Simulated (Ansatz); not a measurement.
SiGe3

```
Si Ge
1.0
     3.96778    0.00000    0.00000
    -1.98389    3.43620    0.00000
     0.00000    0.00000   19.40158
Si Ge
3 9
Direct
  0.00000 0.00000 0.00009
  0.66667 0.33333 0.33342
  0.33333 0.66667 0.66675
  0.33333 0.66667 0.16671
  0.00000 0.00000 0.50005
  0.66667 0.33333 0.83338
  0.33333 0.66667 0.04007
  0.00000 0.00000 0.37341
  0.66667 0.33333 0.70674
  0.66667 0.33333 0.20979
  0.33333 0.66667 0.54313
  0.00000 0.00000 0.87646
```

Space group R3m; started from the ordered alloy on diamond lattice prototype, which need not be the ambient phase.

Theory: DFT, r2SCAN, plane waves, PAW (Ansatz).

What will maps of the valence pseudo-density and electron localisation function show?

Answer. Si–Ge (2.40 Å): ρ is about 0.56 e/Å³ halfway; the ELF peaks at about 0.95 between the atoms; a shared electron pair.
Ge–Ge (2.46 Å): ρ is about 0.51 e/Å³ halfway; the ELF peaks at about 0.80 between the atoms (localised, covalent bonding).

Does the calculation make it a metal, or give it a gap?

Answer. It is gapped, with a Kohn–Sham gap of 0.65 eV on the k-point mesh (the band edges may lie off the mesh, which would make the gap smaller).

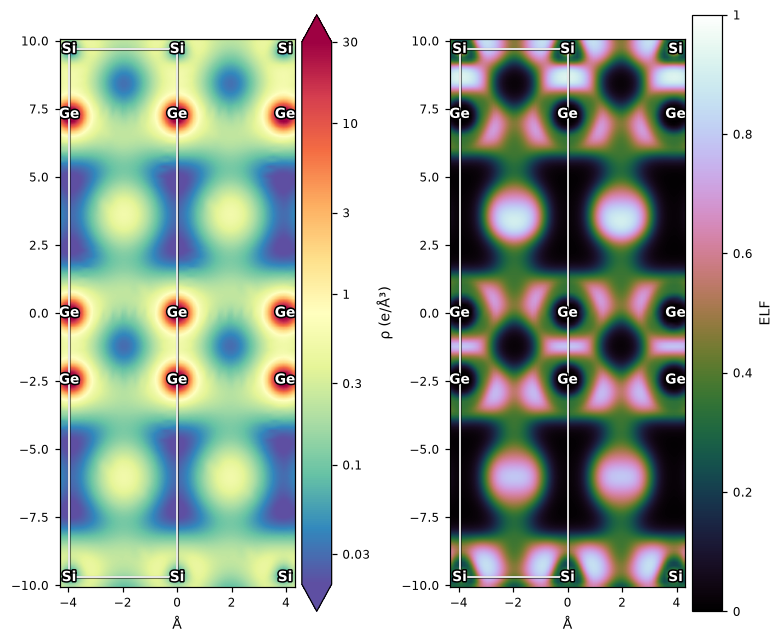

Computed valence pseudo-density and electron localisation function on the (100) plane of the conventional cell, in this order. 
